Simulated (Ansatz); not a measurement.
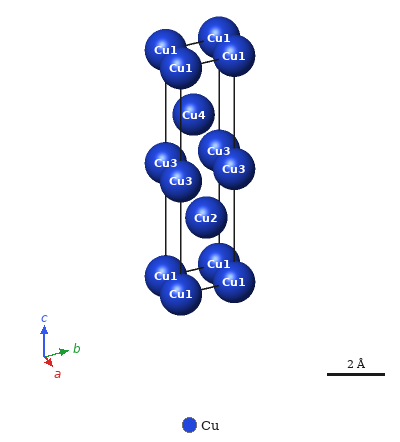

The input geometry of the first run (spheres-only view of the cell of the calculation, seen slightly off an axis; atoms are numbered from 1 in the order of the input).

**What a change does: geometry relaxation on Cu**

System: Cu (4 atoms in the cell).
Method of the first run: DFT PBEsol, scalar-relativistic, plane waves, PAW, no spin polarisation (Ansatz 0.2.0).

The structure derives from a Materials Project entry. Text and figures count atoms from 1; the logs count them from 0 in places.

## The input, the first run
```yaml
crystal:
  lattice:
    - [2.5307640267, 0.0, 0.0]
    - [-1.2653820134, 2.1917059381, 0.0]
    - [0.0, 0.0, 8.26181508]
  atoms:
    - { symbol: Cu, position: [0.0, 0.0, 0.0] }
    - { symbol: Cu, position: [0.33333333, 0.66666667, 0.25] }
    - { symbol: Cu, position: [0.0, 0.0, 0.5] }
    - { symbol: Cu, position: [0.66666667, 0.33333333, 0.75] }
basis:
  ecutwfc: 420
kpoints:
  mp_grid: { grid: [18, 18, 6] }
hamiltonian:
  xc: pbesol
scf:
  occupations: { method: gaussian, width: 0.1 }
output:
  forces: true
  stress: true
  eigenvalues: true
  write_density: true
  write_potential: true
  elf: true
  volumetric_format: npy
relax:
  adjacent_minimum: "off"
  f_tol: 0.005
  max_steps: 80
  cell: { stress_tol: 0.05 }
```

Command:
```bash
ansatz run input.yaml --threads 1 --pin off --max-ram 2560MiB --backend cpu --events-out ev --progress --plain --runs-dir out
```

Hardware: 1 thread of Intel Xeon @ 2.50GHz (Skylake/Cascade Lake), 64 GiB of memory available, shared host.

## Output, shortened to warnings, some set-up lines, iterations and results (the first run)
```
Basis set: ecut = 420 eV, 909 PW (Γ), exchange–correlation on 36×36×120 points (8 copies of the dense FFT grid, shifted against one another)
Symmetry: 24 space group operations
k-points: 148 of 1944
Initial density: superposition of atomic densities (neutral atoms: chi_scale 0, normalization atom), corrected by the library's trained network
[...]
SCF iter   1: F=—  HF=-26355.095675 eV  |F-HF|=—  |Δ(HF+E_count)|=         —  Δρ=2.12e-2  dr2=1.07e-1  ethr=1.77e-3  ⟨swp⟩=5.1  Hψ=21247  notcnv=0  defer=179
SCF iter   2: F=—  HF=-26355.072603 eV  |F-HF|=—  |Δ(HF+E_count)|=   2.31e-2  Δρ=2.33e-3  dr2=1.68e-3  ethr=1.41e-4  ⟨swp⟩=2.0  Hψ=11590  notcnv=0  defer=384
SCF iter   3: F=—  HF=-26355.071608 eV  |F-HF|=—  |Δ(HF+E_count)|=   9.94e-4  Δρ=2.39e-3  dr2=1.75e-3  ethr=2.21e-6  ⟨swp⟩=2.5  Hψ=11567  notcnv=0  defer=384
SCF iter   4: F=—  HF=-26355.070981 eV  |F-HF|=—  |Δ(HF+E_count)|=   6.27e-4  Δρ=2.63e-4  dr2=1.89e-5  ethr=2.21e-6  ⟨swp⟩=2.3  Hψ=8954  notcnv=0  defer=384
SCF iter   5: F=—  HF=-26355.071053 eV  |F-HF|=—  |Δ(HF+E_count)|=   7.20e-5  Δρ=7.71e-5  dr2=3.67e-6  ethr=2.49e-8  ⟨swp⟩=2.0  Hψ=12061  notcnv=0  defer=384
[... 40 lines ...]
SCF iter   5: F=-26355.074379 eV  HF=-26355.074379 eV  |F-HF|=0.00e0  |Δ(HF+E_count)|=    0.00e0  Δρ=2.50e-8  dr2=1.41e-13  ethr=1.00e-12  ⟨swp⟩=1.0  Hψ=6808  notcnv=0
SCF iter   6: F=-26355.074379 eV  HF=-26355.074379 eV  |F-HF|=0.00e0  |Δ(HF+E_count)|=  3.64e-12  Δρ=1.34e-8  dr2=3.57e-14  ethr=1.00e-12  ⟨swp⟩=1.0  Hψ=6808  notcnv=0
SCF iter   7: F=-26355.074379 eV  HF=-26355.074379 eV  |F-HF|=3.64e-12  |Δ(HF+E_count)|=  7.28e-12  Δρ=3.57e-9  dr2=3.96e-15  ethr=1.00e-12  ⟨swp⟩=2.9  Hψ=21611  notcnv=0
SCF 6 converged in 7 iterations: F = -26355.074379 eV  dr2 = 3.96e-15
relax step   6: F+E_penalty+E_count = -26355.07437897 eV  Δ(F+E_penalty+E_count) = -9.906e-6 eV  max|allowed force component| = 1.850e-17 eV/Å  Δτ_max = 0.0000 Å  P = -0.000 …
basis re-selected at this cell: Δ(F+E_penalty+E_count) = -9.906e-6 eV, ΔP = -0.000 GPa vs the last step (what re-selecting the basis moved, of the pressure what is left beyond the Pulay correction that the steps carried, after the strain that the cell walked since its last selection, with what the …
SCF converged after 7 iterations
Free energy (F): -26355.074379 eV
Harris-Foulkes:  -26355.074379 eV  (|F-HF|=3.64e-12)
Internal energy: -26355.067087 eV  (E = F + TS)
E sigma→0 (E₀):  -26355.070733 eV
Entropy (-TS):   -0.007292 eV (-1.823 meV/atom)
Fermi energy:    17.464517 eV
--- Per-component energies (eV) ---
  E_band       = -1382.982168
  E_kinetic    = 1202.566618
  E_local      = -15885.446950  (includes V_loc(G=0)·N_el)
  E_nonlocal   = 1564.298681
  E_hartree    = 6996.460312
  E_xc         = -357.595277
  E_vxc        = -463.543947  (∫ρ·V_xc dr)
  E_paw        = -6503.233849  (= ΣΔE_a)
  E_vpaw       = -1793.778149  (= ΣTr[D̂ρ^β])
  E_aug_tail   = 0.000961  (compensation charges beyond the density's cutoff)
  E_ewald      = -13372.942391
  E_core_change = 0.824809  (= ΣΔE_core)
  E_smearing   = -0.007292  (= −TS)
  E_closure    = 0.000000  (closes the sum)
  Σ components = -26355.074379   (vs F -26355.074379, Δ=0.00e0)
--- Forces (eV/Å), atoms counted from 1 ---
  atom   1  Cu    -0.00000000    -0.00000000    -0.00000000
  atom   2  Cu    -0.00000000     0.00000000    -0.00000000
  atom   3  Cu    -0.00000000     0.00000000     0.00000000
  atom   4  Cu     0.00000000    -0.00000000     0.00000000
  max |Σ_I F_I| component: 5.61e-28 eV/Å
--- Stress (GPa, compression-positive) ---
       -0.000045      -0.000000       0.000000
       -0.000000      -0.000045      -0.000000
        0.000000      -0.000000      -0.000880
  P = ⅓ Tr σ = -0.0003 GPa (-0.003 kbar)
--- Relaxed structure (4 steps of the walk, 4 accepted, 2 SCFs on fresh bases) ---
  F+E_penalty+E_count = -26355.07437897 eV   max|allowed force component| = 1.850e-17 eV/Å   (the final SCF, on the basis selected at the relaxed cell)
  cell:  # Å, volume = 45.2834 Å³
    - [2.5197984284871997, 2.8742362709258406e-11, 0.0]
    - [-1.2598992142684915, 2.1822094514716497, 0.0]
    - [0.0, 0.0, 8.235254779544281]
  atoms:
    - { symbol: Cu, position: [3.542152694382379e-35, 2.2883738535563985e-35, 0.0] }
[...]
```

For the second run the input was changed thus:
```diff
+  convergence: { dr2_threshold: 1.0e-16 }
+  max_iter: 80
-  write_density: true
-  write_potential: true
-  elf: true
-  volumetric_format: npy
```

Predict how the results change.

Both reach the same energy, so the change doesn't alter the result. The SCF takes 76 iterations over all geometry steps against 38.

## Output, shortened to warnings, some set-up lines, iterations and results (the second run)
```
Basis set: ecut = 420 eV, 909 PW (Γ), exchange–correlation on 36×36×120 points (8 copies of the dense FFT grid, shifted against one another)
Symmetry: 24 space group operations
k-points: 148 of 1944
Initial density: superposition of atomic densities (neutral atoms: chi_scale 0, normalization atom), corrected by the library's trained network
[...]
SCF iter   1: F=—  HF=-26355.095675 eV  |F-HF|=—  |Δ(HF+E_count)|=         —  Δρ=2.12e-2  dr2=1.07e-1  ethr=1.77e-3  ⟨swp⟩=5.1  Hψ=21247  notcnv=0  defer=179
SCF iter   2: F=—  HF=-26355.072603 eV  |F-HF|=—  |Δ(HF+E_count)|=   2.31e-2  Δρ=2.33e-3  dr2=1.68e-3  ethr=1.41e-4  ⟨swp⟩=2.0  Hψ=11590  notcnv=0  defer=384
SCF iter   3: F=—  HF=-26355.071608 eV  |F-HF|=—  |Δ(HF+E_count)|=   9.94e-4  Δρ=2.39e-3  dr2=1.75e-3  ethr=2.21e-6  ⟨swp⟩=2.5  Hψ=11567  notcnv=0  defer=384
SCF iter   4: F=—  HF=-26355.070981 eV  |F-HF|=—  |Δ(HF+E_count)|=   6.27e-4  Δρ=2.63e-4  dr2=1.89e-5  ethr=2.21e-6  ⟨swp⟩=2.3  Hψ=8954  notcnv=0  defer=384
SCF iter   5: F=—  HF=-26355.071051 eV  |F-HF|=—  |Δ(HF+E_count)|=   6.97e-5  Δρ=7.71e-5  dr2=3.67e-6  ethr=2.49e-8  ⟨swp⟩=2.0  Hψ=12061  notcnv=0  defer=384
[... 78 lines ...]
SCF iter  11: F=-26355.074379 eV  HF=-26355.074379 eV  |F-HF|=0.00e0  |Δ(HF+E_count)|=  3.64e-12  Δρ=7.82e-12  dr2=3.17e-20  ethr=9.19e-19 (applied; sched 1.00e-12)  …
SCF iter  12: F=-26355.074379 eV  HF=-26355.074379 eV  |F-HF|=3.64e-12  |Δ(HF+E_count)|=  7.28e-12  Δρ=1.90e-12  dr2=1.34e-21  ethr=9.19e-19 (applied; sched 1.00e-12)  …
SCF iter  13: F=-26355.074379 eV  HF=-26355.074379 eV  |F-HF|=0.00e0  |Δ(HF+E_count)|=  7.28e-12  Δρ=6.27e-13  dr2=1.54e-22  ethr=1.00e-12  ⟨swp⟩=1.0  Hψ=14210  notcnv=0
SCF 6 converged in 13 iterations: F = -26355.074379 eV  dr2 = 1.54e-22
relax step   6: F+E_penalty+E_count = -26355.07437897 eV  Δ(F+E_penalty+E_count) = -9.906e-6 eV  max|allowed force component| = 1.156e-17 eV/Å  Δτ_max = 0.0000 Å  P = -0.000 …
basis re-selected at this cell: Δ(F+E_penalty+E_count) = -9.906e-6 eV, ΔP = -0.000 GPa vs the last step (what re-selecting the basis moved, of the pressure what is left beyond the Pulay correction that the steps carried, after the strain that the cell walked since its last selection, with what the …
SCF converged after 13 iterations
Free energy (F): -26355.074379 eV
Harris-Foulkes:  -26355.074379 eV  (|F-HF|=0.00e0)
Internal energy: -26355.067087 eV  (E = F + TS)
E sigma→0 (E₀):  -26355.070733 eV
Entropy (-TS):   -0.007292 eV (-1.823 meV/atom)
Fermi energy:    17.464516 eV
--- Per-component energies (eV) ---
  E_band       = -1382.982214
  E_kinetic    = 1202.566616
  E_local      = -15885.447181  (includes V_loc(G=0)·N_el)
  E_nonlocal   = 1564.298681
  E_hartree    = 6996.460402
  E_xc         = -357.595275
  E_vxc        = -463.543945  (∫ρ·V_xc dr)
  E_paw        = -6503.233850  (= ΣΔE_a)
  E_vpaw       = -1793.778148  (= ΣTr[D̂ρ^β])
  E_aug_tail   = 0.000961  (compensation charges beyond the density's cutoff)
  E_ewald      = -13372.942249
  E_core_change = 0.824809  (= ΣΔE_core)
  E_smearing   = -0.007292  (= −TS)
  E_closure    = -0.000000  (closes the sum)
  Σ components = -26355.074379   (vs F -26355.074379, Δ=0.00e0)
--- Forces (eV/Å), atoms counted from 1 ---
  atom   1  Cu    -0.00000000     0.00000000     0.00000000
  atom   2  Cu    -0.00000000     0.00000000     0.00000000
  atom   3  Cu     0.00000000     0.00000000     0.00000000
  atom   4  Cu     0.00000000     0.00000000     0.00000000
  max |Σ_I F_I| component: 4.21e-30 eV/Å
--- Stress (GPa, compression-positive) ---
       -0.000046      -0.000000      -0.000000
       -0.000000      -0.000046      -0.000000
       -0.000000      -0.000000      -0.000894
  P = ⅓ Tr σ = -0.0003 GPa (-0.003 kbar)
--- Relaxed structure (4 steps of the walk, 4 accepted, 2 SCFs on fresh bases) ---
  F+E_penalty+E_count = -26355.07437897 eV   max|allowed force component| = 1.156e-17 eV/Å   (the final SCF, on the basis selected at the relaxed cell)
  cell:  # Å, volume = 45.2834 Å³
    - [2.519798399605889, 2.8742362379021804e-11, 0.0]
    - [-1.2598991998278364, 2.182209426459701, 0.0]
    - [0.0, 0.0, 8.23525523087597]
  atoms:
    - { symbol: Cu, position: [-6.055975819576439e-36, -1.0526519726494277e-35, -7.770406888955429e-36] }
[...]
```

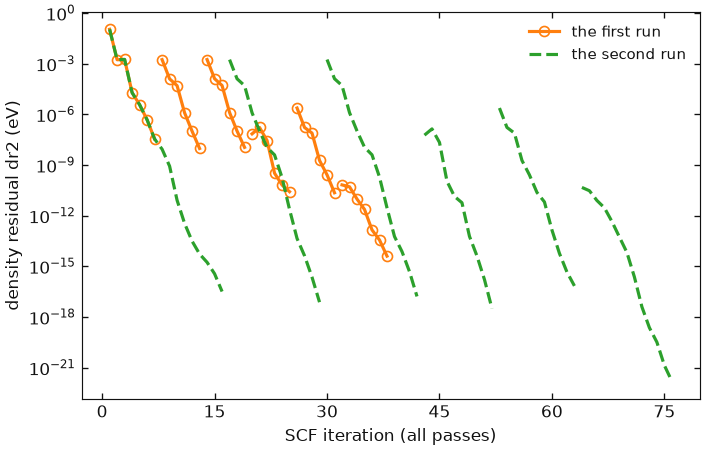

Convergence of the two runs: density residual dr2 against the SCF iteration. A break in a curve parts two SCF passes. The first run takes 38 iterations in all, and the second run takes 76.

## The two runs side by side

| quantity | the first run | the second run |
| --- | --- | --- |
| outcome | converged | converged |
| free energy per atom (eV) | −6588.7686 | −6588.7686 |
| energy per atom, smearing taken to zero (eV) | −6588.7677 | −6588.7677 |
| gap on the mesh (eV) | 0.00 | 0.00 |
| pressure (GPa) | 0.00 | 0.00 |
| largest force (eV/Å) | 0.000 | 0.000 |
| SCF iterations | 38 | 76 |
| irreducible k-points | 148 | 148 |
| wall time (shared host) | 89 s | 2 min |

For the second run: This input holds a deliberate fault: an extremely tight threshold (`scf.convergence.dr2_threshold`). The threshold was met all the same, at the cost of more iterations.
